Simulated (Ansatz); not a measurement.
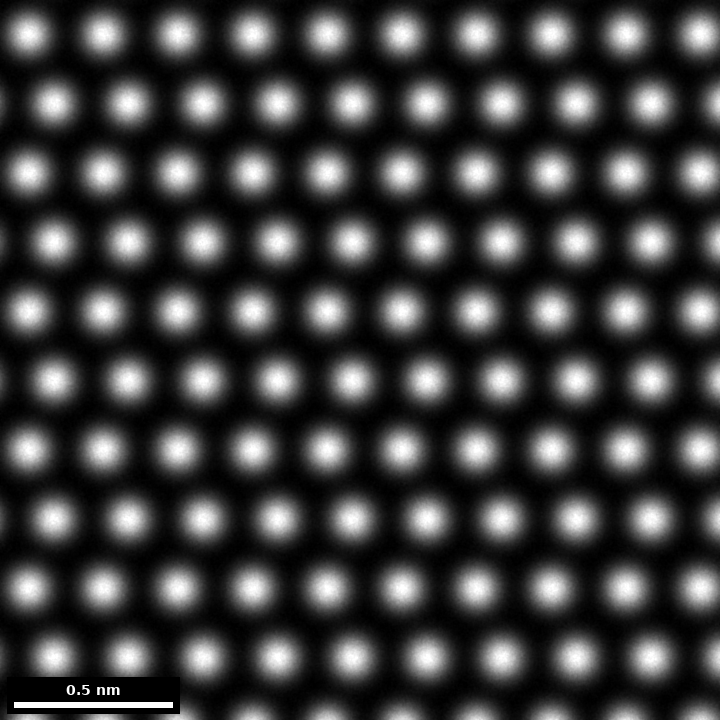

HAADF-like image of Rh (P6_3/mmc, No. 194). Simulation: incoherent imaging, intensity Z^1.6 per atom, probe width 1.06 Å, thin sample. The probe carries 15 % of its weight in a tail 2.5 times as wide. Shot noise was added. Model: the end point of a relaxation with Ansatz, DFT PBE, scalar-relativistic, plane waves, PAW; the starting structure was generated, so it need not be a known form of this composition.

```cif
data_structure
_symmetry_space_group_name_H-M 'P6_3/mmc'
_symmetry_Int_Tables_number 194
_cell_length_a 2.7257
_cell_length_b 2.7257
_cell_length_c 4.3804
_cell_angle_alpha 90.000
_cell_angle_beta 90.000
_cell_angle_gamma 120.000
_cell_volume 28.18
loop_
_atom_site_label
_atom_site_type_symbol
_atom_site_symmetry_multiplicity
_atom_site_Wyckoff_symbol
_atom_site_fract_x
_atom_site_fract_y
_atom_site_fract_z
_atom_site_occupancy
Rh1 Rh 2 d 0.33333 0.66667 0.75000 1
```

> Which beam direction gives this image, [310], [210], [311] or [100]? (Directions equivalent by symmetry count as one.)

[100]. The projected cells are 0.89 × 4.38 Å, 90° for [310]; 1.36 × 2.19 Å, 90° for [210]; 1.61 × 2.08 Å, 93° for [311]; 2.36 × 4.38 Å, 90° for [100], and the image repeats as the [100] one does.
